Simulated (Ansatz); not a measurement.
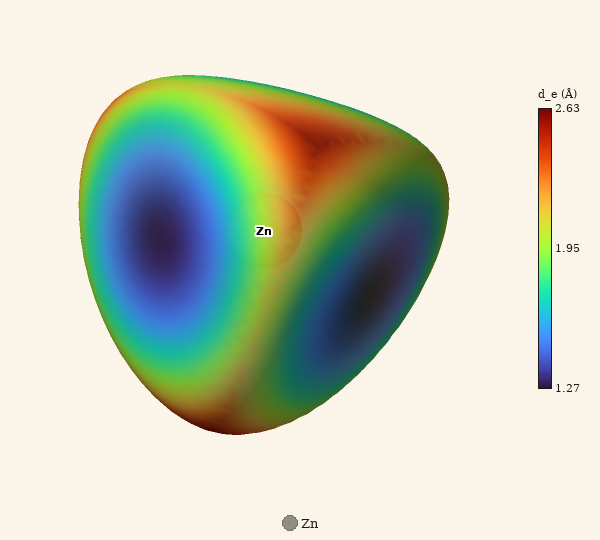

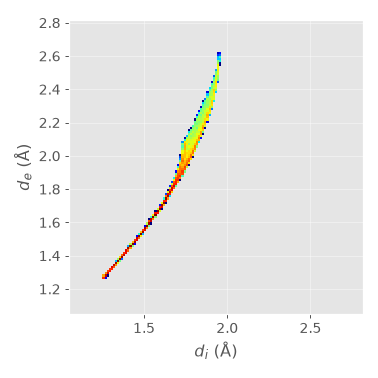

Hirshfeld surface computed for one Zn atom in Zn (Fd-3m, No. 227), coloured by d_e. The second picture is its fingerprint plot, coloured by area on a logarithmic scale (blue little, red much).

The surface is where the fragment's share of the procrystal density (the sum of the densities of spherically averaged neutral Hartree-Fock atoms) equals one half. d_i and d_e are the distances from the surface to the nearest nucleus inside and outside.

Source of the atomic positions: the end point of a relaxation with DFT, PBE, plane waves (420 eV) with PAW, scalar-relativistic in Ansatz 0.2.0; the starting structure was generated, so it need not be a known form of this composition.

```cif
data_structure
_symmetry_space_group_name_H-M 'Fd-3m:1'
_symmetry_Int_Tables_number 227
_cell_length_a 5.8248
_cell_length_b 5.8248
_cell_length_c 5.8248
_cell_angle_alpha 90.000
_cell_angle_beta 90.000
_cell_angle_gamma 90.000
_cell_volume 197.63
loop_
_atom_site_label
_atom_site_type_symbol
_atom_site_symmetry_multiplicity
_atom_site_Wyckoff_symbol
_atom_site_fract_x
_atom_site_fract_y
_atom_site_fract_z
_atom_site_occupancy
Zn1 Zn 8 b 0.25000 0.25000 0.75000 1
```

> What is the shortest distance from the fragment to an atom outside it?

Zn–Zn, 2.52 Å.

> How is the surface shared among contacts (nearest atom inside ··· nearest atom outside)?

Zn···Zn 100 %. The surface faces 4 neighbours with more than 2 % of its area each: 4 Zn.

> Give the size and shape of the surface.

It encloses about 17.5 Å³, has an area of about 35 Å² and a globularity of 0.93 (1 for a sphere).

> Where does the fingerprint reach closest to the origin?

The smallest d_i + d_e is about 2.5 Å, which belongs to the shortest contact, Zn···Zn at 2.52 Å; d_e runs from 1.27 to 2.63 Å.
